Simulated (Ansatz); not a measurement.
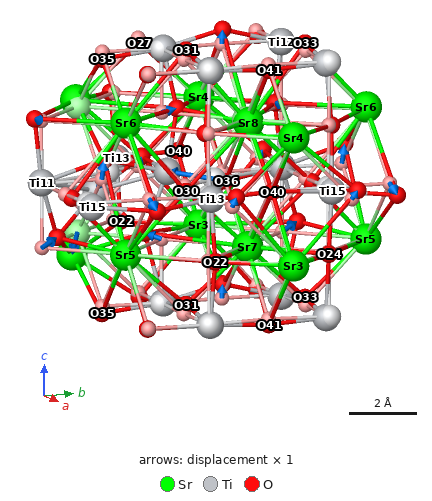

A relaxation of a defect cell of composition Sr8Ti9O24 (cell charge +1). The starting structure is drawn faded, the final one solid; blue arrows show the displacements, at their true length.

The picture is a ball-and-stick view of the atoms within 5.8 Å of the atom that moves most (axes of the cell of the calculation (origin shifted)), seen slightly off an axis.

The atoms of the start lie slightly off their symmetric places, so part of the fall in energy undoes that.

Theory: DFT, PBEsol, PAW, plane waves (Ansatz 0.2.0).

Input
```yaml
crystal:
  lattice:
    - [7.782821, 0.000000, 0.000000]
    - [0.000000, 7.782821, 0.000000]
    - [0.000000, 0.000000, 7.782821]
  atoms:
    - { symbol: Sr, position: [0.994626, 0.000734, 0.001746] }
    - { symbol: Sr, position: [0.006613, 0.998285, 0.500506] }
    - { symbol: Sr, position: [0.998192, 0.500827, 0.002963] }
    - { symbol: Sr, position: [0.001006, 0.500180, 0.499094] }
    - { symbol: Sr, position: [0.501729, 0.000491, 0.997668] }
    - { symbol: Sr, position: [0.499975, 0.000693, 0.504622] }
    - { symbol: Sr, position: [0.499130, 0.500700, 0.000060] }
    - { symbol: Sr, position: [0.505293, 0.498630, 0.496533] }
    - { symbol: Ti, position: [0.090688, 0.090033, 0.249939], spin: 0.125 }
    - { symbol: Ti, position: [0.254270, 0.248461, 0.751128] }
    - { symbol: Ti, position: [0.251045, 0.751287, 0.250037] }
    - { symbol: Ti, position: [0.247372, 0.746332, 0.752120] }
    - { symbol: Ti, position: [0.750063, 0.248717, 0.248956] }
    - { symbol: Ti, position: [0.750856, 0.253233, 0.745803] }
    - { symbol: Ti, position: [0.745505, 0.748595, 0.253389] }
    - { symbol: Ti, position: [0.753054, 0.751532, 0.746973] }
    - { symbol: Ti, position: [0.409631, 0.407460, 0.253477], spin: 0.125 }
    - { symbol: O, position: [0.250256, 0.250313, 0.002124], spin: 0.125 }
    - { symbol: O, position: [0.250032, 0.251622, 0.500043], spin: 0.125 }
    - { symbol: O, position: [0.252411, 0.752157, 0.999541] }
    - { symbol: O, position: [0.244797, 0.751726, 0.497858] }
    - { symbol: O, position: [0.753168, 0.246756, 0.997303] }
    - { symbol: O, position: [0.750248, 0.247976, 0.496884] }
    - { symbol: O, position: [0.746479, 0.750070, 0.999466] }
    - { symbol: O, position: [0.749724, 0.750191, 0.498443] }
    - { symbol: O, position: [0.997715, 0.250768, 0.249282], spin: 0.125 }
    - { symbol: O, position: [0.002219, 0.250686, 0.752152] }
    - { symbol: O, position: [0.998822, 0.747778, 0.248466] }
    - { symbol: O, position: [0.996294, 0.743674, 0.748860] }
    - { symbol: O, position: [0.497406, 0.249703, 0.251266], spin: 0.125 }
    - { symbol: O, position: [0.496269, 0.246008, 0.747673] }
    - { symbol: O, position: [0.495403, 0.753322, 0.248553] }
    - { symbol: O, position: [0.500894, 0.751511, 0.751704] }
    - { symbol: O, position: [0.250134, 0.001935, 0.252824], spin: 0.125 }
    - { symbol: O, position: [0.248978, 0.004392, 0.752903] }
    - { symbol: O, position: [0.251584, 0.503027, 0.250752], spin: 0.125 }
    - { symbol: O, position: [0.249876, 0.501558, 0.753375] }
    - { symbol: O, position: [0.750540, 0.003169, 0.253751] }
    - { symbol: O, position: [0.749768, 0.998603, 0.745304] }
    - { symbol: O, position: [0.748156, 0.504441, 0.250783] }
    - { symbol: O, position: [0.750714, 0.497828, 0.752024] }
  symmetry: { detect: false }
kpoints:
  mp_grid: { grid: [1, 1, 1], shift: [0.25, 0.25, 0.25] }
hamiltonian:
  xc: pbesol
total_charge: 1
magnetization:
  spin_polarized: true
scf:
  occupations: { method: fermi_dirac, width: 0.01 }
relax:
  f_tol: 0.03
  max_steps: 80
  escape_saddle: false
  adjacent_minimum: "off"
output:
  forces: true
  eigenvalues: true
  populations: true
  charged_corrections: { epsilon: 300 }
```

Command:
```bash
ansatz run in.yaml --threads 7 --pin off --max-ram 13300MiB --runs-dir r --events-out ev --progress --plain
```

### Which element moves most?

Titanium: up to 1.54 Å, against 0.77 Å for strontium.

### What did the optimiser do to the structure, and how much energy did it gain?

Ti17 moves most: 1.54 Å along [−1 −1 0]. By element the largest moves are Ti 1.54 Å, Sr 0.77 Å, O 0.70 Å. The cell stays as it was. Near-neighbour distances that change, for instance: Ti17–O26 3.430 → 2.018 Å, Ti17–O34 3.391 → 2.060 Å, Sr1–O34 2.788 → 4.052 Å, Ti9–O20 3.507 → 2.251 Å. New bonds form, among them: Ti17–O18 (2.62 → 2.05 Å), Ti17–O19 (2.59 → 1.94 Å), Ti17–O26 (3.43 → 2.02 Å), Ti17–O34 (3.39 → 2.06 Å). Bonds break, among them: Sr1–O26 (2.74 → 3.64 Å), Sr1–O34 (2.79 → 4.05 Å). Bond angles that change, for instance: O30–Ti17–O36 150.2° → 93.0°, O26–Ti9–O34 149.0° → 93.9°, Ti13–Ti9–O34 176.0° → 126.5°. The energy falls by 29.638 eV per cell of the calculation in 22 geometry steps. The largest force component goes from 25 to 0.016 eV/Å. The program noted that the starting moments weren't kept.

Limits of the set-up: the periodic images lie only 7.8 Å apart, so the values are limited by the cell's size; the cell is charged, on a uniform background, and energies carry no finite-size correction.
